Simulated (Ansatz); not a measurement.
# A series of single points on GaSb

System: GaSb (2 atoms in the cell).
Method: DFT PBE, scalar-relativistic, plane waves, PAW, no spin polarisation (Ansatz 0.2.0).

The 6 runs differ only in the geometry, by a strain of the cell at fixed fractional positions. Against run 4, the strain is εxx = −0.62 η, εyy = −0.62 η and εzz = η. The structure derives from a Materials Project entry.

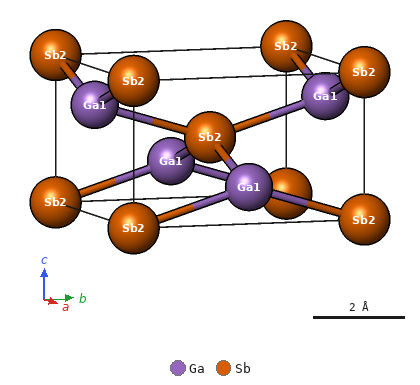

Figure 1. The structure of run 4 (ball-and-stick view of the cell 2 times as large as that of the calculation, set on its symmetry axes, seen slightly off an axis; atoms are numbered from 1 in the order of the input).

### Input of run 4
```yaml
crystal:
  lattice:
    - [-2.7012, 2.7012, 1.64435]
    - [2.7012, -2.7012, 1.64435]
    - [2.7012, 2.7012, -1.64435]
  atoms:
    - { symbol: Ga, position: [0.25, 0.75, 0.5] }
    - { symbol: Sb, position: [0.0, 0.0, 0.0] }
basis:
  ecutwfc: 420
kpoints:
  mp_grid: { grid: [16, 16, 16] }
hamiltonian:
  xc: pbe
scf:
  occupations: { method: gaussian, width: 0.15 }
output:
  forces: true
  stress: true
  eigenvalues: true
```

Command:
```bash
ansatz run input.yaml --threads 1 --pin off --max-ram 2048MiB --backend cpu --events-out ev --progress --plain --runs-dir out
```

Run 2 differs from it as follows:
```diff
-    - [-2.7012, 2.7012, 1.64435]
-    - [2.7012, -2.7012, 1.64435]
-    - [2.7012, 2.7012, -1.64435]
+    - [-2.8948, 2.8948, 1.4546]
+    - [2.8948, -2.8948, 1.4546]
+    - [2.8948, 2.8948, -1.4546]
```

### Results, with one run withheld

```tsv
run	strain parameter η (%)	free energy per atom, from the lowest run given (meV)	pressure (GPa)
1	−15.3856	112.69	2.31
2	−11.5389	?	?
3	−7.6921	0.05	−0.21
4	0.0000	0.00	0.88
5	3.8450	28.83	2.39
6	7.6904	68.71	4.40
```

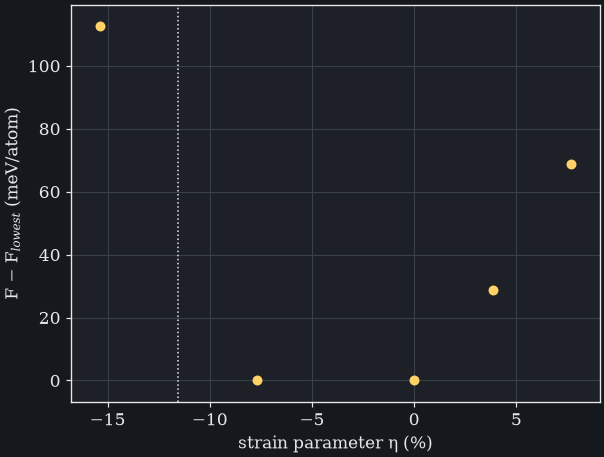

Figure 2. Free energy per atom of the runs given; the dotted line marks run 2.

Estimate the energy of run 2 from the others.

A cubic polynomial in the coordinate, fitted to the 5 runs given, misses them by at most 0.16 meV per atom. With x = η + 2.3085, it reads F = −9.1038 + 2.5004 x + 0.69111 x² − 0.016238 x³ (meV per atom). At run 2 it gives 39.47 meV per atom, and the run itself gives 39.12. The fit has its minimum at η = −4.0149 %.

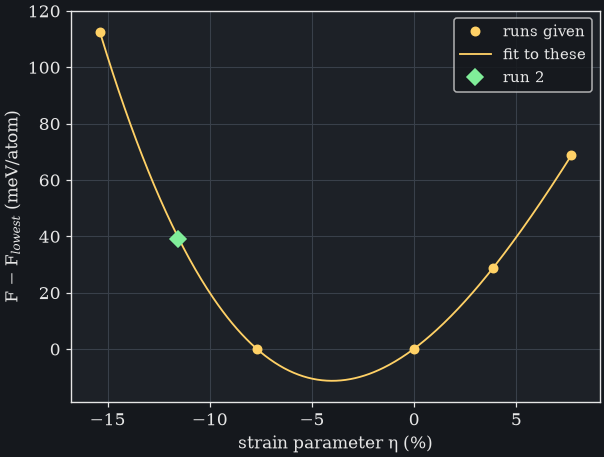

Figure 3. The fit and the withheld run.

### Output, shortened to warnings, some set-up lines, iterations and results (run 2)
```
Basis set: ecut = 420 eV, 949 PW (Γ), exchange–correlation on 60×60×60 points (8 copies of the dense FFT grid, shifted against one another)
Symmetry: 8 space group operations
k-points: 349 of 4096 (time reversal used)
Initial density: superposition of atomic densities (neutral atoms: chi_scale 0, normalization atom), corrected by the library's trained network
[...]
SCF iter   1: F=—  HF=-10267.355656 eV  |F-HF|=—  |Δ(HF+E_count)|=         —  Δρ=1.26e-3  dr2=8.01e-4  ethr=1.77e-3  ⟨swp⟩=5.2  Hψ=29912  notcnv=0
SCF iter   2: F=—  HF=-10267.354752 eV  |F-HF|=—  |Δ(HF+E_count)|=   9.04e-4  Δρ=7.57e-4  dr2=3.92e-4  ethr=2.86e-6  ⟨swp⟩=2.0  Hψ=12843  notcnv=0
SCF iter   3: F=—  HF=-10267.354764 eV  |F-HF|=—  |Δ(HF+E_count)|=   1.16e-5  Δρ=4.09e-4  dr2=4.96e-5  ethr=1.40e-6  ⟨swp⟩=2.0  Hψ=11174  notcnv=0
SCF iter   4: F=—  HF=-10267.354736 eV  |F-HF|=—  |Δ(HF+E_count)|=   2.72e-5  Δρ=1.89e-4  dr2=9.22e-6  ethr=1.77e-7  ⟨swp⟩=2.0  Hψ=9403  notcnv=0
SCF iter   5: F=—  HF=-10267.354731 eV  |F-HF|=—  |Δ(HF+E_count)|=   5.44e-6  Δρ=1.09e-4  dr2=3.23e-6  ethr=3.29e-8  ⟨swp⟩=2.0  Hψ=10246  notcnv=0
SCF iter   6: F=—  HF=-10267.354729 eV  |F-HF|=—  |Δ(HF+E_count)|=   1.75e-6  Δρ=1.76e-5  dr2=1.98e-7  ethr=1.15e-8  ⟨swp⟩=2.0  Hψ=11164  notcnv=0
SCF iter   7: F=-10267.354729 eV  HF=-10267.354729 eV  |F-HF|=2.18e-8  |Δ(HF+E_count)|=   8.78e-8  Δρ=9.50e-6  dr2=2.23e-8  ethr=3.57e-10  ⟨swp⟩=4.7  Hψ=21945  notcnv=0
SCF 1 converged in 7 iterations: F = -10267.354729 eV  dr2 = 2.23e-8
SCF converged after 7 iterations
Free energy (F): -10267.354729 eV
Harris-Foulkes:  -10267.354729 eV  (|F-HF|=2.18e-8)
Internal energy: -10267.345658 eV  (E = F + TS)
E sigma→0 (E₀):  -10267.350194 eV
Entropy (-TS):   -0.009071 eV (-4.536 meV/atom)
Fermi energy:    9.771901 eV
--- Per-component energies (eV) ---
  E_band       = -202.455408
  E_kinetic    = 321.246432
  E_local      = -3384.310257  (includes V_loc(G=0)·N_el)
  E_nonlocal   = 784.919211
  E_hartree    = 1565.510897
  E_xc         = -207.462126
  E_vxc        = -153.942613  (∫ρ·V_xc dr)
  E_paw        = -6561.636055  (= ΣΔE_a)
  E_vpaw       = -901.399131  (= ΣTr[D̂ρ^β])
  E_aug_tail   = -0.000115  (compensation charges beyond the density's cutoff)
  E_ewald      = -2785.613644
  E_smearing   = -0.009071  (= −TS)
  E_closure    = 0.000000  (closes the sum)
  Σ components = -10267.354729   (vs F -10267.354729, Δ=0.00e0)
--- Forces (eV/Å), atoms counted from 1 ---
  atom   1  Ga     0.00000000    -0.00000000    -0.00000000
  atom   2  Sb    -0.00000000     0.00000000     0.00000000
  max |Σ_I F_I| component: 5.55e-17 eV/Å
--- Stress (GPa, compression-positive) ---
       -2.484452       0.000000      -0.000000
        0.000000      -2.484452       0.000000
       -0.000000       0.000000       6.106011
  P = ⅓ Tr σ = 0.3790 GPa (3.790 kbar)
```
